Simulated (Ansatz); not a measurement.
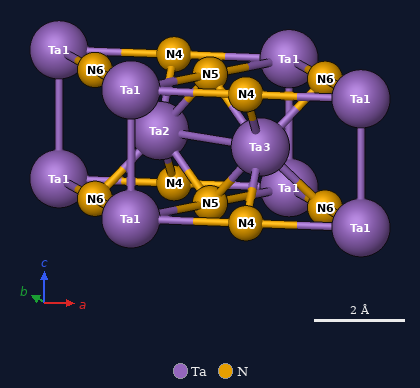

*The input geometry (ball-and-stick view of the cell of the calculation, seen slightly off an axis; atoms are numbered from 1 in the order of the input). An atom can appear more than once, as a periodic image.*

Run report: TaN, geometry relaxation

The run: geometry relaxation of TaN (P6/mmm, 6 atoms in the cell). Method and program: DFT PBE, scalar-relativistic, plane waves, PAW, no spin polarisation (Ansatz 0.2.0).

The structure derives from an entry of the Crystallography Open Database. Figures and captions count atoms from 1; the log counts them from 0 in places.

Input file:
```yaml
crystal:
  lattice:
    - [5.2572652716, 0.0, 0.0]
    - [-2.6286326358, 4.5529252796, 0.0]
    - [0.0, 0.0, 2.9251065067]
  atoms:
    - { symbol: Ta, position: [0.0, 0.0, 0.0] }
    - { symbol: Ta, position: [0.3333333333, 0.6666666667, 0.5] }
    - { symbol: Ta, position: [0.6666666667, 0.3333333333, 0.5] }
    - { symbol: "N", position: [0.5, 0.0, 0.0] }
    - { symbol: "N", position: [0.5, 0.5, 0.0] }
    - { symbol: "N", position: [0.0, 0.5, 0.0] }
basis:
  ecutwfc: 420
kpoints:
  mp_grid: { grid: [12, 12, 12] }
hamiltonian:
  xc: pbe
scf:
  occupations: { method: gaussian, width: 0.1 }
output:
  forces: true
  stress: true
  eigenvalues: true
relax:
  adjacent_minimum: "off"
  f_tol: 0.005
  max_steps: 80
  cell: { stress_tol: 0.05 }
```

Run as:
```bash
ansatz run input.yaml --threads 4 --pin off --max-ram 10240MiB --backend cpu --events-out ev --progress --plain --runs-dir out
```

Output:
```
Engine: ansatz 0.2.0, x86_64-unknown-linux-gnu
Pseudopotentials: kind: paw
Pseudopotential: Ta, paw, valence charge 13, recommended cutoff 420 eV (normal), Ta.paw.azcp
Pseudopotential: N, paw, valence charge 5, recommended cutoff 420 eV (normal), N.paw.azcp
Functional definition: PBE
  parameter kappa = 0.804
  parameter beta = 0.06672455060314922
  exchange = pbe_x(kappa = kappa, mu = beta*pi^2/3)
  correlation = pbe_c(beta = beta)
Crystal: 6 atoms, lattice volume = 70.015 Å³
Basis set: ecut = 420 eV, 1347 PW (Γ), exchange–correlation on 72×72×40 points (8 copies of the dense FFT grid, shifted against one another)
Bands: 33, of which v1, the nominal top of the filled ones, is band 27 counted from 1 (26 counted from 0)
Symmetry: 24 space group operations
Space group: P6/mmm (ITA 191), of the structure as read, at distance tolerance 4.1e-5 Å
k-points: 133 of 1728
Non-local potential: Ta, projectors of the file, l = 0: 3, l = 1: 2, l = 2: 2, l = 3: 1
Non-local potential: N, projectors of the file, l = 0: 2, l = 1: 2, l = 2: 1
PAW form: soft (Blöchl's): semilocal exchange-correlation on the pseudo side does not see the compensation charge
PAW one-centre angular grid: Ta, 590 points (default); XC on 64 Gauss nodes
PAW one-centre angular grid: N, 110 points (default); XC on 64 Gauss nodes
Initial density: superposition of atomic densities (neutral atoms: chi_scale 0, normalization atom), corrected by the library's trained network
Initial wavefunctions: pseudopotential atomic-orbital guess
Functional: x = pbe(κ = 0.804, μ = 0.2195149727645171), c = pbe(β = 0.06672455060314922)
SCF iter   1: F=—  HF=-30953.103705 eV  |F-HF|=—  |Δ(HF+E_count)|=         —  Δρ=9.13e-3  dr2=9.36e-2  ethr=1.77e-3  ⟨swp⟩=5.0  Hψ=17781  notcnv=0
preconditioner: auto → Kerker (q_TF=auto, 2.613 Å⁻¹)  [metal: Δε(μ)=0.048 eV  Ē_g=9.150 eV  σ=0.100 eV  W_gap=0.26  n_scr=26 (ndim 8)  ℏωp=24.3 eV  f_vac=0.000  D(μ)=0.69/eV (n_scr^D=0)]
SCF iter   2: F=—  HF=-30953.089409 eV  |F-HF|=—  |Δ(HF+E_count)|=   1.43e-2  Δρ=3.81e-3  dr2=1.30e-2  ethr=1.73e-4  ⟨swp⟩=1.2  Hψ=5481  notcnv=0  defer=3
SCF iter   3: F=—  HF=-30953.087807 eV  |F-HF|=—  |Δ(HF+E_count)|=   1.60e-3  Δρ=1.51e-3  dr2=1.68e-3  ethr=2.41e-5  ⟨swp⟩=2.0  Hψ=4658  notcnv=0  defer=3
SCF iter   4: F=—  HF=-30953.087577 eV  |F-HF|=—  |Δ(HF+E_count)|=   2.30e-4  Δρ=4.57e-4  dr2=1.89e-4  ethr=3.12e-6  ⟨swp⟩=2.1  Hψ=5792  notcnv=0  defer=3
SCF iter   5: F=—  HF=-30953.087545 eV  |F-HF|=—  |Δ(HF+E_count)|=   3.20e-5  Δρ=1.42e-4  dr2=8.69e-6  ethr=3.51e-7  ⟨swp⟩=2.0  Hψ=6128  notcnv=0  defer=3
SCF iter   6: F=—  HF=-30953.087532 eV  |F-HF|=—  |Δ(HF+E_count)|=   1.27e-5  Δρ=2.20e-5  dr2=4.01e-7  ethr=1.61e-8  ⟨swp⟩=2.8  Hψ=7522  notcnv=0  defer=5
SCF iter   7: F=-30953.087532 eV  HF=-30953.087532 eV  |F-HF|=6.63e-9  |Δ(HF+E_count)|=   2.74e-8  Δρ=3.45e-6  dr2=1.07e-8  ethr=1.85e-10  ⟨swp⟩=9.6  Hψ=17955  notcnv=0
SCF 1 converged in 7 iterations: F = -30953.087532 eV  dr2 = 1.07e-8
  greatest PAW one-centre occupation: 0.999 electrons in one spin orbital (limit 2), on the Ta atom at site 2 (counted from 0), in its partial waves of l = 0
relax step   1: F+E_penalty+E_count = -30953.08753219 eV  Δ(F+E_penalty+E_count) = +0.000e0 eV  max|allowed force component| = 8.327e-17 eV/Å  Δτ_max = 0.0000 Å  P = +0.215 GPa  Ω = 70.015 Å³  (7 SCF iters, dr2 threshold 1.00e-7 eV, accepted)
Crystal: 6 atoms, lattice volume = 70.203 Å³
Initial density: handed on by an earlier stage of this run
Initial wavefunctions: those handed on with the density
iter 1 solved again at ethr=5.82e-7 eV; its pass at ethr=3.10e-3 eV (dr2=3.14e-4 eV) is discarded
SCF iter   1: F=—  HF=-30953.086906 eV  |F-HF|=—  |Δ(HF+E_count)|=         —  Δρ=5.91e-4  dr2=3.56e-4  ethr=5.82e-7  ⟨swp⟩=3.0  Hψ=23526  notcnv=0
preconditioner: auto → Kerker (q_TF=auto, 2.612 Å⁻¹)  [metal: Δε(μ)=0.029 eV  Ē_g=9.113 eV  σ=0.100 eV  W_gap=0.16  n_scr=26 (ndim 8)  ℏωp=24.3 eV  f_vac=0.000  D(μ)=0.66/eV (n_scr^D=0)]
SCF iter   2: F=—  HF=-30953.086843 eV  |F-HF|=—  |Δ(HF+E_count)|=   6.32e-5  Δρ=2.82e-4  dr2=5.93e-5  ethr=5.82e-7  ⟨swp⟩=2.1  Hψ=5124  notcnv=0
SCF iter   3: F=—  HF=-30953.086828 eV  |F-HF|=—  |Δ(HF+E_count)|=   1.55e-5  Δρ=1.20e-4  dr2=1.16e-5  ethr=1.10e-7  ⟨swp⟩=2.1  Hψ=5531  notcnv=0
SCF iter   4: F=—  HF=-30953.086824 eV  |F-HF|=—  |Δ(HF+E_count)|=   3.39e-6  Δρ=3.16e-5  dr2=6.95e-7  ethr=2.15e-8  ⟨swp⟩=2.0  Hψ=6364  notcnv=0
SCF iter   5: F=-30953.086824 eV  HF=-30953.086824 eV  |F-HF|=6.37e-9  |Δ(HF+E_count)|=   1.58e-7  Δρ=1.11e-5  dr2=4.33e-8  ethr=1.11e-9  ⟨swp⟩=5.4  Hψ=16870  notcnv=0
SCF 2 converged in 5 iterations: F = -30953.086824 eV  dr2 = 4.33e-8
relax step   2: F+E_penalty+E_count = -30953.08682399 eV  Δ(F+E_penalty+E_count) = +7.082e-4 eV  max|allowed force component| = 4.626e-17 eV/Å  Δτ_max = 0.0000 Å  P = -0.193 GPa  Ω = 70.203 Å³  energy of the carried Pulay correction = -5.422e-4 eV  (5 SCF iters, dr2 threshold 6.00e-7 eV, rejected (line search))
Crystal: 6 atoms, lattice volume = 70.104 Å³
iter 1 solved again at ethr=1.64e-7 eV; its pass at ethr=3.10e-3 eV (dr2=8.88e-5 eV) is discarded
SCF iter   1: F=—  HF=-30953.087663 eV  |F-HF|=—  |Δ(HF+E_count)|=         —  Δρ=3.25e-4  dr2=1.04e-4  ethr=1.64e-7  ⟨swp⟩=3.0  Hψ=23300  notcnv=0
preconditioner: auto → Kerker (q_TF=auto, 2.612 Å⁻¹)  [metal: Δε(μ)=0.027 eV  Ē_g=9.120 eV  σ=0.100 eV  W_gap=0.15  n_scr=26 (ndim 8)  ℏωp=24.3 eV  f_vac=0.000  D(μ)=0.66/eV (n_scr^D=0)]
SCF iter   2: F=—  HF=-30953.087645 eV  |F-HF|=—  |Δ(HF+E_count)|=   1.81e-5  Δρ=1.58e-4  dr2=1.79e-5  ethr=1.64e-7  ⟨swp⟩=2.0  Hψ=5014  notcnv=0
SCF iter   3: F=—  HF=-30953.087634 eV  |F-HF|=—  |Δ(HF+E_count)|=   1.09e-5  Δρ=6.56e-5  dr2=3.44e-6  ethr=3.32e-8  ⟨swp⟩=2.1  Hψ=5573  notcnv=0
SCF iter   4: F=—  HF=-30953.087633 eV  |F-HF|=—  |Δ(HF+E_count)|=   1.04e-6  Δρ=1.69e-5  dr2=1.99e-7  ethr=6.38e-9  ⟨swp⟩=2.0  Hψ=6363  notcnv=0
SCF iter   5: F=—  HF=-30953.087633 eV  |F-HF|=—  |Δ(HF+E_count)|=   4.57e-8  Δρ=6.03e-6  dr2=1.28e-8  ethr=3.68e-10  ⟨swp⟩=2.0  Hψ=6448  notcnv=0
SCF iter   6: F=—  HF=-30953.087633 eV  |F-HF|=—  |Δ(HF+E_count)|=  4.22e-10  Δρ=1.06e-6  dr2=6.25e-10  ethr=2.38e-11  ⟨swp⟩=2.1  Hψ=6441  notcnv=0
SCF iter   7: F=-30953.087633 eV  HF=-30953.087633 eV  |F-HF|=2.18e-11  |Δ(HF+E_count)|=  2.18e-11  Δρ=1.63e-7  dr2=1.57e-11  ethr=1.00e-12  ⟨swp⟩=5.1  Hψ=17029  notcnv=0
SCF 3 converged in 7 iterations: F = -30953.087633 eV  dr2 = 1.57e-11
relax step   3: F+E_penalty+E_count = -30953.08763300 eV  Δ(F+E_penalty+E_count) = -1.008e-4 eV  max|allowed force component| = 3.701e-17 eV/Å  Δτ_max = 0.0000 Å  P = +0.012 GPa  Ω = 70.104 Å³  energy of the carried Pulay correction = -2.551e-4 eV  (7 SCF iters, accepted)
Initial wavefunctions: pseudopotential atomic-orbital guess (no wavefunctions were taken with the density)
iter 1 solved again at ethr=8.60e-8 eV; its pass at ethr=3.10e-3 eV (dr2=4.65e-5 eV) is discarded
SCF iter   1: F=—  HF=-30953.087904 eV  |F-HF|=—  |Δ(HF+E_count)|=         —  Δρ=3.88e-5  dr2=3.10e-8  ethr=8.60e-8  ⟨swp⟩=3.1  Hψ=29135  notcnv=0
preconditioner: auto → Kerker (q_TF=auto, 2.612 Å⁻¹)  [metal: Δε(μ)=0.029 eV  Ē_g=9.119 eV  σ=0.100 eV  W_gap=0.16  n_scr=26 (ndim 8)  ℏωp=24.3 eV  f_vac=0.000  D(μ)=0.67/eV (n_scr^D=0)]
SCF iter   2: F=—  HF=-30953.087898 eV  |F-HF|=—  |Δ(HF+E_count)|=   6.04e-6  Δρ=1.98e-5  dr2=8.24e-9  ethr=5.75e-11  ⟨swp⟩=2.9  Hψ=8410  notcnv=0
SCF iter   3: F=—  HF=-30953.087899 eV  |F-HF|=—  |Δ(HF+E_count)|=   6.56e-7  Δρ=1.95e-6  dr2=5.20e-10  ethr=1.53e-11  ⟨swp⟩=2.0  Hψ=5639  notcnv=0
SCF iter   4: F=-30953.087899 eV  HF=-30953.087899 eV  |F-HF|=3.27e-11  |Δ(HF+E_count)|=   4.76e-9  Δρ=2.61e-7  dr2=1.42e-11  ethr=1.00e-12  ⟨swp⟩=3.8  Hψ=17788  notcnv=0
SCF 4 converged in 4 iterations: F = -30953.087899 eV  dr2 = 1.42e-11
relax step   4: F+E_penalty+E_count = -30953.08789867 eV  Δ(F+E_penalty+E_count) = -2.657e-4 eV  max|allowed force component| = 4.703e-17 eV/Å  Δτ_max = 0.0000 Å  P = +0.018 GPa  Ω = 70.104 Å³  stress off target by 2.01e-2 GPa  SCF on the basis re-selected at this cell (its energy is not comparable with the rows above)  (4 SCF iters)
```

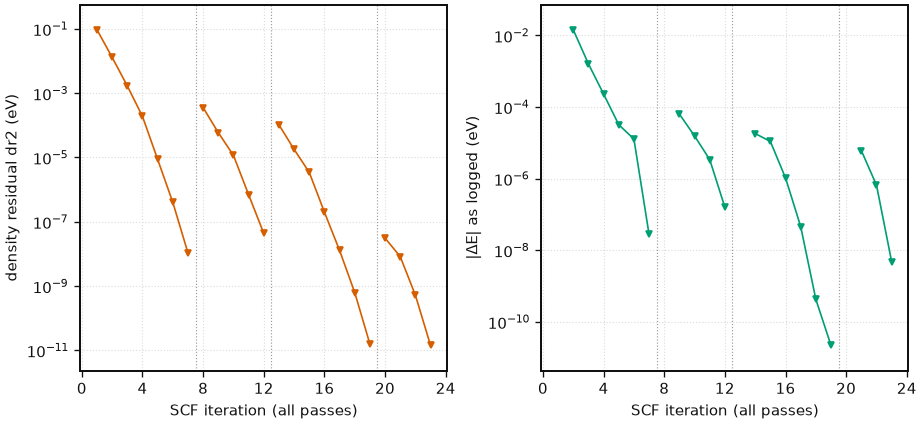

*Convergence of the self-consistent field: density residual dr2 and size of the energy change against the SCF iteration. The dotted lines part the SCF passes of the relaxation: geometry steps, rejected trials and re-solves on a re-selected basis.*

The passes take 7, 5, 7 and 4 iterations.

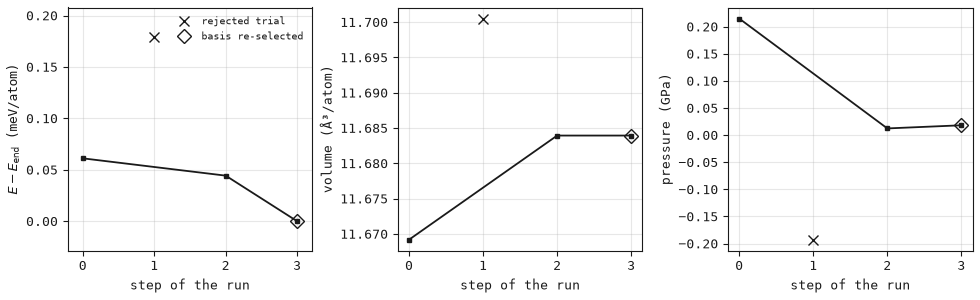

*Progress of the relaxation, step by step (the first geometry is step 0 here and step 1 in the log).*

The atoms keep their places relative to the cell (all moves are under 0.005 Å). The volume changes by +0.1 %, with a = b 5.257 → 5.264 Å (+0.1 %), c 2.925 → 2.922 Å (−0.1 %). The space group stays P6/mmm (No. 191). Over 2 geometry steps the energy falls by next to nothing (0.0 meV per atom). All forces vanish by symmetry, so only the cell relaxes. Pressure: 0.21 GPa at the start and 0.02 GPa at the end. The line search rejected the trial step at point 1 (counted from 0) and went back. A last SCF at the same geometry on a re-selected plane-wave basis shifts the energy by next to nothing (0.0 meV per atom). (Atoms are counted from 1 in the order of the input.)

```
basis re-selected at this cell: Δ(F+E_penalty+E_count) = -2.657e-4 eV, ΔP = +0.006 GPa vs the last step (what re-selecting the basis moved, of the pressure what is left beyond the Pulay correction that the steps carried, after the strain that the cell walked since its last selection, with what the two solves' SCF thresholds leave and, on support functions, any second-order correction that the steps lacked; it is no measure of the basis error at this ecutwfc). This SCF's stress stands 2.01e-2 GPa from its target on what of the cell is left free (relax.cell.stress_tol is 5.00e-2 GPa) and its largest allowed force component is 4.70e-17 eV/Å (relax.f_tol is 5.00e-3 eV/Å): within both
SCF converged after 4 iterations
Free energy (F): -30953.087899 eV
Harris-Foulkes:  -30953.087899 eV  (|F-HF|=3.27e-11)
Internal energy: -30953.084572 eV  (E = F + TS)
E sigma→0 (E₀):  -30953.086235 eV
Entropy (-TS):   -0.003327 eV (-0.555 meV/atom)
Fermi energy:    18.963180 eV
--- Per-component energies (eV) ---
  E_band       = -250.347257
  E_kinetic    = 1493.434478
  E_local      = -2136.622020  (includes V_loc(G=0)·N_el)
  E_nonlocal   = 179.311065
  E_hartree    = 727.003965
  E_xc         = -837.353287
  E_vxc        = -843.768829  (∫ρ·V_xc dr)
  E_paw        = -25571.828651  (= ΣΔE_a)
  E_vpaw       = -396.710636  (= ΣTr[D̂ρ^β])
  E_aug_tail   = 0.000819  (compensation charges beyond the density's cutoff)
  E_ewald      = -4807.030943
  E_smearing   = -0.003327  (= −TS)
  E_closure    = -0.000000  (closes the sum)
  Σ components = -30953.087899   (vs F -30953.087899, Δ=0.00e0)
--- Forces (eV/Å), atoms counted from 1 ---
  atom   1  Ta    -0.00000000     0.00000000     0.00000000
  atom   2  Ta    -0.00000000    -0.00000000     0.00000000
  atom   3  Ta     0.00000000     0.00000000    -0.00000000
  atom   4  N      0.00000000     0.00000000     0.00000000
  atom   5  N      0.00000000     0.00000000     0.00000000
  atom   6  N     -0.00000000    -0.00000000     0.00000000
  max |Σ_I F_I| component: 2.31e-17 eV/Å
--- Stress (GPa, compression-positive) ---
        0.020114       0.000000       0.000000
        0.000000       0.020114       0.000000
        0.000000       0.000000       0.014322
  P = ⅓ Tr σ = 0.0182 GPa (0.182 kbar)
--- Band table (eV; the first three rows and the last of 133) ---
  k-point 0: bands = ["-50.3852", "-50.3458", "-49.9903", "-17.2342", "-17.2342", "-16.8817", "-16.8817", "-16.6654", "-16.5534", "-16.5534", "-16.5483", "-15.7770", "0.7295", "3.7685", "3.7685", "8.8951", "11.9067", "11.9067", "12.9666", "12.9666", "13.5173", "15.8110", "15.8796", "15.8796", "16.4583", "16.8471", "17.7306", "17.7306", "19.8106", "19.8106", "19.9867", "20.9921", "20.9921"]
  k-point 1: bands = ["-50.3822", "-50.3430", "-49.9879", "-17.2246", "-17.2246", "-16.8721", "-16.8721", "-16.7278", "-16.6045", "-16.5516", "-16.5516", "-15.8202", "0.8789", "3.7042", "3.7042", "9.1419", "11.9160", "11.9160", "12.8980", "12.8980", "13.4705", "15.5029", "15.5029", "15.7472", "16.4923", "17.1565", "17.8834", "17.8834", "19.9003", "19.9003", "20.0625", "21.1206", "21.1206"]
  k-point 2: bands = ["-50.3742", "-50.3352", "-49.9815", "-17.1980", "-17.1980", "-16.8951", "-16.8452", "-16.8452", "-16.7553", "-16.5472", "-16.5472", "-15.9369", "1.2977", "3.5287", "3.5287", "9.8417", "11.8968", "11.8968", "12.7500", "12.7500", "13.0474", "14.8410", "14.8410", "16.0387", "16.5885", "17.9737", "18.2700", "18.2700", "19.2557", "19.2557", "20.2795", "21.4504", "21.4504"]
  k-point 132: bands = ["-50.3220", "-50.3220", "-49.9549", "-17.4459", "-17.4459", "-17.1334", "-16.9056", "-16.9056", "-16.6843", "-16.5340", "-16.5340", "-16.3799", "2.7396", "3.1902", "3.1902", "11.1485", "11.1485", "12.0955", "12.0955", "12.3589", "12.4075", "12.8111", "15.3208", "15.3208", "16.5664", "16.5664", "17.1686", "21.4234", "21.4234", "21.4506", "21.4585", "21.4585", "22.5936"]
--- Relaxed structure (3 steps of the walk, 2 accepted, 1 SCFs on fresh bases) ---
  F+E_penalty+E_count = -30953.08789867 eV   max|allowed force component| = 4.703e-17 eV/Å   (the final SCF, on the basis selected at the relaxed cell)
  cell:  # Å, volume = 70.1036 Å³
    - [5.263561025392273, -6.550961942944775e-34, -6.570584980707954e-21]
    - [-2.6317805126961367, 4.558377562359378, 3.2852924903538176e-21]
    - [-3.6558286270625485e-21, -1.0251310789164587e-34, 2.921801164918647]
  atoms:
    - { symbol: Ta, position: [9.330249879777081e-36, 1.6156606960818707e-36, 2.263919769706678e-72] }
    - { symbol: Ta, position: [0.33333333333333326, 0.6666666666666667, 0.49999999999999994] }
    - { symbol: Ta, position: [0.6666666666666667, 0.3333333333333333, 0.49999999999999994] }
    - { symbol: N, position: [0.49999999999999994, 1.615660696081873e-36, 0.0] }
    - { symbol: N, position: [0.5, 0.5, 0.0] }
    - { symbol: N, position: [2.7755575615628914e-17, 0.5, 0.0] }
```

Trajectory as extended XYZ (Å, eV, eV/Å), 4 frames, from step=1 to step=4:
```
6
Lattice="5.2573 0.0000 0.0000 -2.6286 4.5529 0.0000 0.0000 0.0000 2.9251" Properties=species:S:1:pos:R:3:forces:R:3 step=1 energy=-30953.08753 pressure_GPa=0.21
Ta    0.0000    0.0000    0.0000    0.0000   0.0000   0.0000
Ta    0.0000    3.0353    1.4626    0.0000   0.0000   0.0000
Ta    2.6286    1.5176    1.4626    0.0000   0.0000   0.0000
N     2.6286    0.0000    0.0000    0.0000   0.0000   0.0000
N     1.3143    2.2765    0.0000    0.0000   0.0000   0.0000
N    -1.3143    2.2765    0.0000    0.0000   0.0000   0.0000
6
Lattice="5.2711 0.0000 0.0000 -2.6355 4.5649 0.0000 0.0000 0.0000 2.9176" Properties=species:S:1:pos:R:3:forces:R:3 step=2 energy=-30953.08682 pressure_GPa=-0.19 accepted=F
Ta    0.0000    0.0000    0.0000    0.0000   0.0000   0.0000
Ta    0.0000    3.0433    1.4588    0.0000   0.0000   0.0000
Ta    2.6355    1.5216    1.4588    0.0000   0.0000   0.0000
N     2.6355    0.0000    0.0000    0.0000   0.0000   0.0000
N     1.3178    2.2824    0.0000    0.0000   0.0000   0.0000
N    -1.3178    2.2824    0.0000    0.0000   0.0000   0.0000
6
Lattice="5.2636 0.0000 0.0000 -2.6318 4.5584 0.0000 0.0000 0.0000 2.9218" Properties=species:S:1:pos:R:3:forces:R:3 step=3 energy=-30953.08763 pressure_GPa=0.01
Ta    0.0000    0.0000    0.0000    0.0000   0.0000   0.0000
Ta    0.0000    3.0389    1.4609    0.0000   0.0000   0.0000
Ta    2.6318    1.5195    1.4609    0.0000   0.0000   0.0000
N     2.6318    0.0000    0.0000    0.0000   0.0000   0.0000
N     1.3159    2.2792    0.0000    0.0000   0.0000   0.0000
N    -1.3159    2.2792    0.0000    0.0000   0.0000   0.0000
6
Lattice="5.2636 0.0000 0.0000 -2.6318 4.5584 0.0000 0.0000 0.0000 2.9218" Properties=species:S:1:pos:R:3:forces:R:3 step=4 energy=-30953.08790 pressure_GPa=0.02
Ta    0.0000    0.0000    0.0000    0.0000   0.0000   0.0000
Ta    0.0000    3.0389    1.4609    0.0000   0.0000   0.0000
Ta    2.6318    1.5195    1.4609    0.0000   0.0000   0.0000
N     2.6318    0.0000    0.0000    0.0000   0.0000   0.0000
N     1.3159    2.2792    0.0000    0.0000   0.0000   0.0000
N    -1.3159    2.2792    0.0000    0.0000   0.0000   0.0000
```

Summary:

```csv
quantity,value
outcome,converged
space group (tolerance 0.01 Å),P6/mmm (191)
electrons treated,54
free energy,−30953.0879 eV
Fermi energy,18.963 eV
gap on the k-point mesh,none (metallic)
pressure,0.02 GPa
final volume,70.10 Å³
largest force (length of the vector) at the end,under 0.001 eV/Å
final cell,"a = 5.264 Å, b = 5.264 Å, c = 2.922 Å, α = 90.00°, β = 90.00°, γ = 120.00°"
hardware,"4 threads of Intel Xeon @ 2.50GHz (Skylake/Cascade Lake), 192 GiB of memory available, shared host"
wall time,25 s (CPU time 90 s)
peak memory,0.61 GiB
```

Spin–orbit coupling is left out, which matters for Ta.
